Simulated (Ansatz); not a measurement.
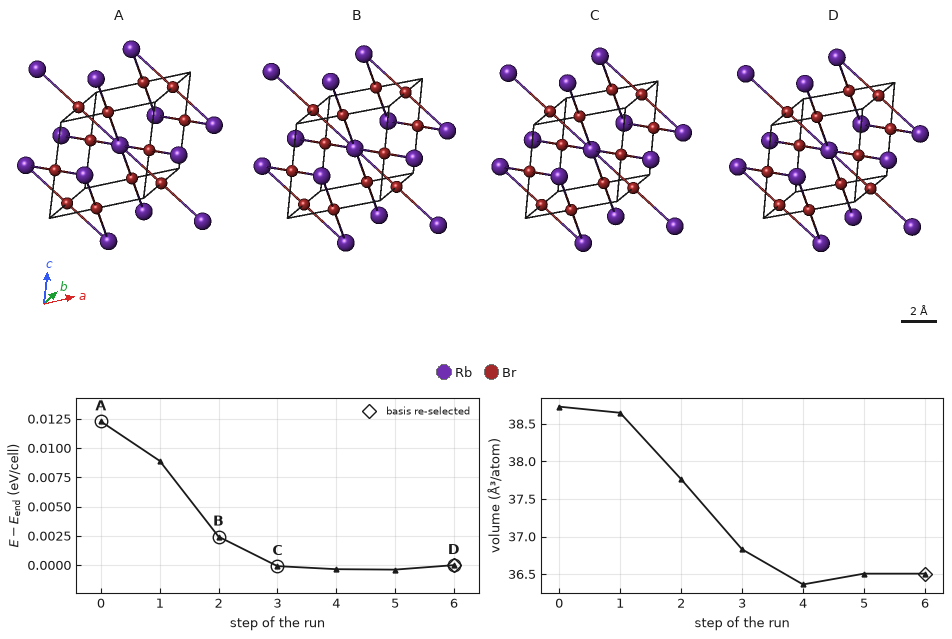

Frames of a relaxation of solid RbBr$_{3}$ (a generated structure, set up in R-3m), marked on the history of the run. A ball-and-stick model of the cell of the calculation, seen slightly off an axis.

All numbers below come from Ansatz, DFT PBE, scalar-relativistic, plane waves, PAW. Settings: plane-wave cutoff 420 eV; k-point mesh 12 × 12 × 12; occupations gaussian; smearing width 0.1 eV; no spin polarisation; cell and atoms relaxed; force threshold 0.01 eV/Å; at most 80 steps.

**Describe the path.**

The energy falls by 12.3 meV per cell of the calculation in 5 accepted moves (6 points after the start). All forces vanish by symmetry, so only the cell relaxes. Pressure: 0.15 GPa at the start and 0.00 GPa at the end. At 1 point the geometry stayed and the basis and grid were re-selected for the new cell (energy shift of 0.4 meV per cell of the calculation at most each time). No atom moves by more than 0.005 Å relative to the cell. Cell: a = b = c 5.631 → 5.435 Å (−3.5 %), α 71.1° → 74.7°, β 71.1° → 74.7°, γ 71.1° → 74.7°. Volume −5.7 %. Among the contacts that change: Br–Rb 3.273 → 3.296 Å. The space group stays R-3m (No. 166). Cost: 4 min on 1 thread of Arm Neoverse V1 (shared host), peak memory 0.71 GiB. From step 0 to 2: volume −2.5 %, energy −9.8 meV per cell of the calculation. From step 2 to 3: volume −2.5 %, energy −2.5 meV per cell of the calculation. From step 3 to 6: volume −0.9 %, energy +0.1 meV per cell of the calculation.
